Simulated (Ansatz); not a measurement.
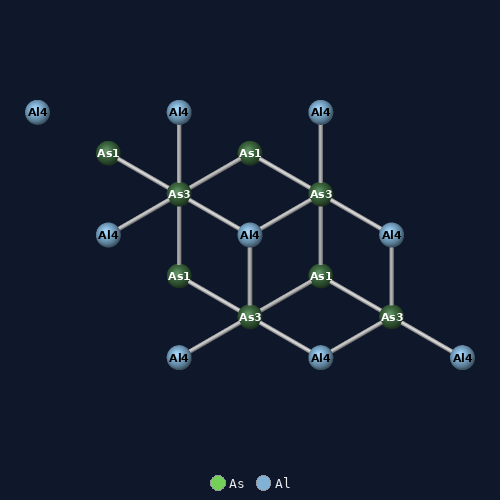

The system is H on an AlAs(111) slab cut from the F-43m phase, its upper half relaxed before the scan (4 atoms of substrate and one adsorbate in a 1 × 1 cell); the picture shows it without the atoms that are moved over the map. 
- H is moved over the surface cell at a fixed height above a rigid substrate; the origin of the map has the adsorbate above Al4; the height is held at 2.50 Å.
- Places are given modulo a cell vector. The map is drawn in real space over the plane of the surface.
- The scan uses a 9 × 9 grid; 19 points were computed and 62 follow by symmetry.
- Energies are in eV, from the lowest grid point.
- With one adsorbate in each 1 × 1 cell, its nearest image is 4.0 Å away, so neighbouring adsorbates interact. At a fixed height the lowest place need not be the adsorption site.
- All numbers below come from Ansatz, DFT PBE+D3(BJ), scalar-relativistic, plane waves, PAW. Settings: cutoff 420 eV, k-mesh 9×9×1, gaussian smearing 0.05 eV, spin-polarised.

Range: position of H5 along the first surface vector from 0.000 to 0.889; position of H5 along the second surface vector from 0.000 to 0.889.

> What landscape does the calculation give?

The lowest grid point is at the top site over a surface Al atom, (0/9, 0/9) of the cell vectors. It is the only kind of minimum in the scanned range. The highest grid point, a threefold hollow over a second-layer As atom, (6/9, 3/9) of the cell vectors, lies 0.567 eV above the lowest. On the interpolated surface the easiest way out of the lowest well to its copy in the next cell or period passes a barrier of about 0.51 eV. At the lowest point the adsorbate has 1 Al at 2.50 Å as nearest neighbours, at the highest 1 As at 3.08 Å.

```tsv
second ↓, first →	0/9	1/9	2/9	3/9	4/9	5/9	6/9	7/9	8/9
8/9	0.064	0.175	0.335	0.465	0.512	0.465	0.335	0.175	0.064
7/9	0.224	0.335	0.450	0.519	0.519	0.450	0.335	0.224	0.177
6/9	0.395	0.465	0.519	0.540	0.519	0.465	0.395	0.344	0.344
5/9	0.499	0.512	0.519	0.519	0.512	0.499	0.481	0.472	0.481
4/9	0.499	0.465	0.450	0.465	0.499	0.529	0.545	0.545	0.529
3/9	0.395	0.335	0.335	0.395	0.481	0.545	0.567	0.545	0.481
2/9	0.224	0.175	0.224	0.344	0.472	0.545	0.545	0.472	0.344
1/9	0.064	0.064	0.177	0.344	0.481	0.529	0.481	0.344	0.177
0/9	0.000	0.064	0.224	0.395	0.499	0.499	0.395	0.224	0.064
```

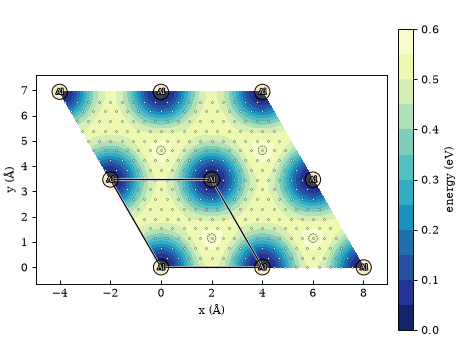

The picture shows filled contours, dots at the grid points, labelled circles for the atoms of the top layer and small ones for the second layer, the outline of one cell of the 2 × 2 shown. Between grid points the surface is interpolated.

Each point was launched as `ansatz run input.yaml --threads 1 --pin off --max-ram 3072MiB --backend cpu --events-out ev --progress --plain --runs-dir out`. Time for the 19 points that were run: 11 min on 1 thread of AMD EPYC 9R45 96-Core Processor (Zen 5) (shared host).

PAW datasets: the set soft_1.
